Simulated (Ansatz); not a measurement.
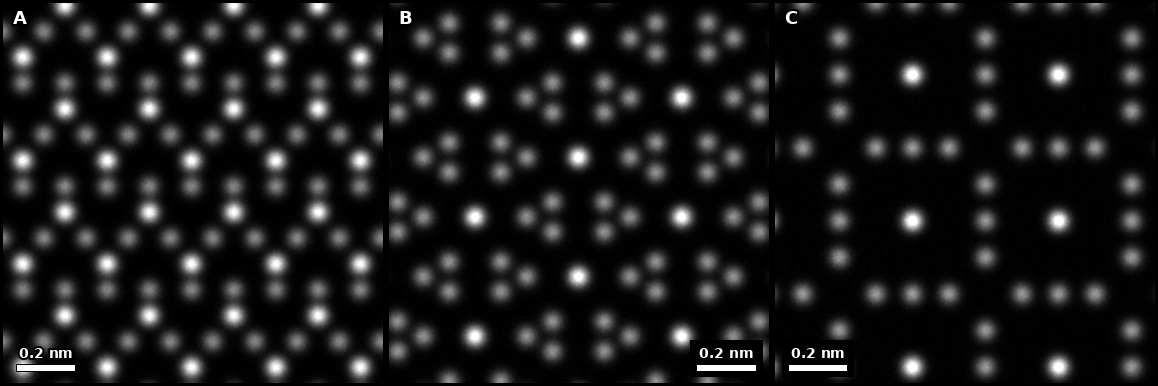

Three views of Pd (Pm-3n, No. 223) along different zone axes. Simulated incoherent Z contrast: every atom adds Z^1.7 spread by a probe of 0.55 Å full width; channelling and multiple scattering are left out. Shot noise was added. Atomic positions: coordinates from a relaxation with DFT, RPBE, plane waves (420 eV) with PAW, scalar-relativistic (Ansatz 0.2.0); the starting structure was generated, so it need not be a known form of this composition.

```cif
data_structure
_symmetry_space_group_name_H-M 'P 1'
_symmetry_Int_Tables_number 1
_cell_length_a 5.0674
_cell_length_b 5.0674
_cell_length_c 5.0674
_cell_angle_alpha 90.000
_cell_angle_beta 90.000
_cell_angle_gamma 90.000
_cell_volume 130.12
loop_
_atom_site_label
_atom_site_type_symbol
_atom_site_fract_x
_atom_site_fract_y
_atom_site_fract_z
_atom_site_occupancy
Pd1 Pd 0.00000 0.00000 0.00000 1
Pd2 Pd 0.50000 0.50000 0.50000 1
Pd3 Pd 0.25000 0.00000 0.50000 1
Pd4 Pd 0.75000 0.00000 0.50000 1
Pd5 Pd 0.50000 0.25000 0.00000 1
Pd6 Pd 0.50000 0.75000 0.00000 1
Pd7 Pd 0.00000 0.50000 0.25000 1
Pd8 Pd 0.00000 0.50000 0.75000 1
```

> Match the panels to the zone axes [001], [111] and [211].

A is [211]: projected cell 2.93 × 3.58 Å, 90°, plane group p2mg. B is [111]: projected cell 4.14 × 4.14 Å, 120°, plane group p6mm. C is [001]: projected cell 5.07 × 5.07 Å, 90°, plane group p4mm.
